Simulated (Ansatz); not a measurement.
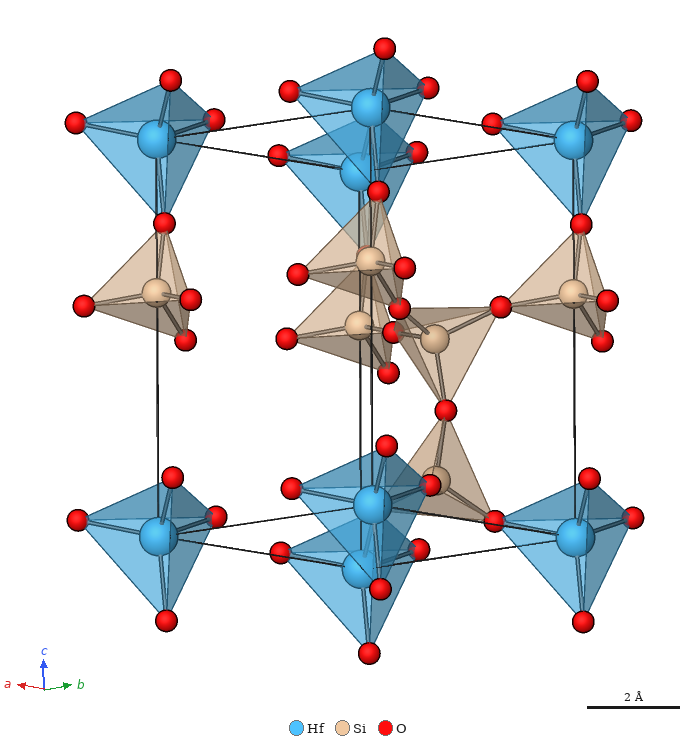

The figure gives a polyhedral picture of the atoms, viewed from a general direction. The unit cell is drawn as a box. Some neighbours outside the box are added.

HfSi₃O₈, a = 5.30 Å, b = 5.30 Å, c = 9.11 Å, α = 90.32°, β = 90.89°, γ = 119.69°.

Computational set-up: Ansatz 0.2.0, DFT PBE, scalar-relativistic, plane waves, PAW, wavefunction cutoff 420 eV, a 6×6×4 k-point grid, Gaussian smearing of 0.02 eV, no spin polarisation.

Is it conducting or gapped at this level?

An insulator at this level, with a gap of 5.02 eV on the k-mesh (the true edges may lie between mesh points, so the gap can be somewhat smaller).

The structure comes from a structure type filled with these elements by a generator (whether the compound takes this form wasn't checked). Earlier steps of the study, as a rule a relaxation of our own, may have changed the cell and positions, so they can lie some per cent off the listed ones. It was the input of a calculation with Ansatz.
